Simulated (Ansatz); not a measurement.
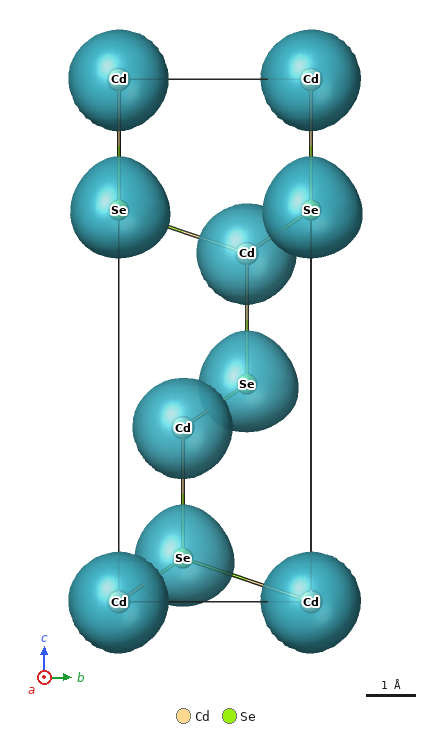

Figure. CdSe. Isosurface of the valence electron density at 0.5 e/Å³ (cyan), seen along the a axis. Sticks mark near contacts.

Space group R3m; a structure from a database of computed crystals, not necessarily the ambient phase; computed pressure about −5 GPa in this cell.

All numbers below come from DFT PBEsol, scalar-relativistic, plane waves, PAW in Ansatz 0.2.0.

The density is the valence pseudo-density of a PAW calculation; it isn't the true density close to the nuclei.

The calculation's input:

```
crystal:
  lattice:
    - [0.0, 3.2386725226, 3.2386725226]
    - [3.2386725226, 0.0, 3.2386725226]
    - [3.153603391, 3.153603391, 0.0850691316]
  atoms:
    - { symbol: Cd, position: [0.0, 0.0, 0.0] }
    - { symbol: Se, position: [0.75, 0.75, 0.75] }
basis:
  ecutwfc: 420
kpoints:
  mp_grid: { grid: [10, 10, 10] }
hamiltonian:
  xc: pbesol
scf:
  occupations: { method: gaussian, width: 0.05 }
output:
  forces: true
  stress: true
  eigenvalues: true
  write_density: true
  write_potential: true
  elf: true
  volumetric_format: npy
```

Run with:

```sh
ansatz run input.yaml --threads 1 --pin off --max-ram 2048MiB --backend cpu --events-out ev --progress --plain --runs-dir out
```

Below, planes, directions and counts refer to the conventional cell (a = 4.58 Å, b = 4.58 Å, c = 10.78 Å, α = 90.00°, β = 90.00°, γ = 120.00°).

What does this surface tell about the bonding?

At this value the density breaks into separate islands; it holds about 85 % of the electrons treated as valence (semicore included). It bridges none of the near contacts. It is pinched off along the shortest Cd–Se (2.69 Å) and Cd–Se (2.79 Å) contacts. On the grid the lowest density along these lines, outside the cores, is 0.34 e/Å³ (Cd–Se, 2.69 Å) and 0.29 e/Å³ (Cd–Se, 2.79 Å).

Metal or insulator at this level of theory?

It is gapped, with a Kohn–Sham gap of 0.27 eV on the k-point mesh, an upper bound to the gap of this method.
